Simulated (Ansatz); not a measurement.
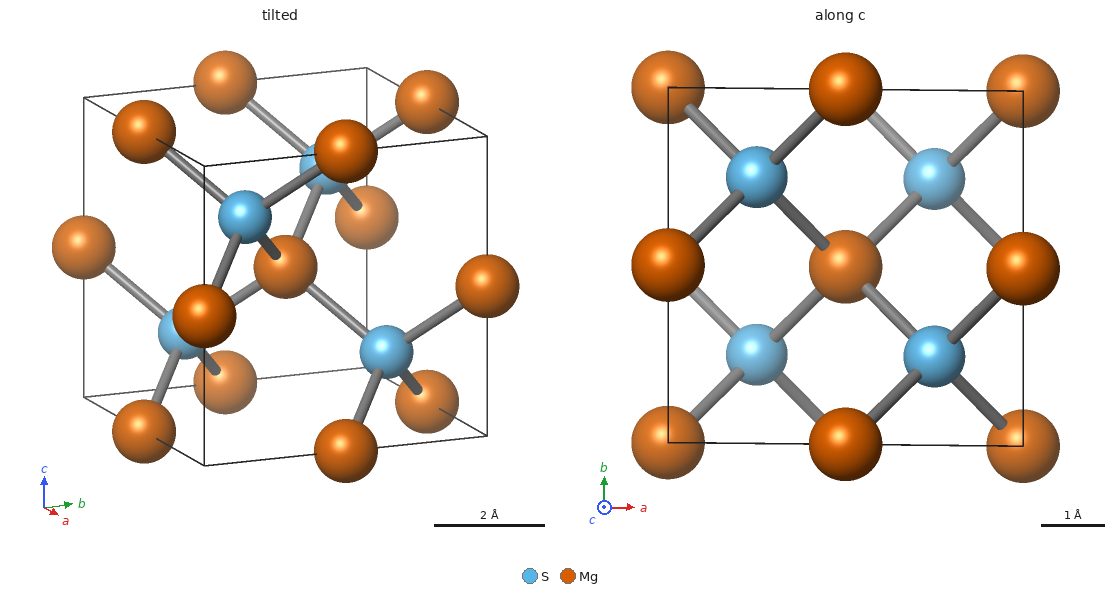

View slightly off an axis and along the c axis, drawn as a ball-and-stick model. One drawn cell (a repeat of the simulation cell) is outlined, and atoms on its boundary appear in each equivalent place.

MgS, a = 5.662 Å, b = 5.662 Å, c = 5.662 Å, α = 90.00°, β = 90.00°, γ = 90.59°. Strictly the space group is Imm2 (No. 44, within 0.01 Å). It is a distorted form of a face-centred cubic structure, space group F-43m (No. 216) within 0.25 Å: zinc blende (sphalerite type). It goes back to a structure listed in the Materials Project. The cell was then strained or its atoms displaced on purpose. Ansatz was used for an electronic-structure calculation on it.

This one geometry was computed with Ansatz (DFT, plane waves, PAW) at three levels of theory: PBE, HSE06 and r2SCAN. It was relaxed with r2SCAN and then strained.

Question: How does the band gap change with the level of theory?

Answer: PBE: a gap of 3.44 eV, direct; r2SCAN: a gap of 4.11 eV, direct; HSE06: a gap of 4.50 eV, direct.

Question: Collect the results in a table.

Answer:
| level | cutoff (eV) | k-mesh of the run's cell | gap (eV) | pressure (GPa) |
| --- | --- | --- | --- | --- |
| PBE | 420 | 8×8×8 | 3.44 | 1.1 |
| HSE06 | 420 | 6×6×6 | 4.50 | 0.0 |
| r2SCAN | 500 | 8×8×8 | 4.11 | 0.0 |

Gaps are taken on the k-mesh or band path of each run.
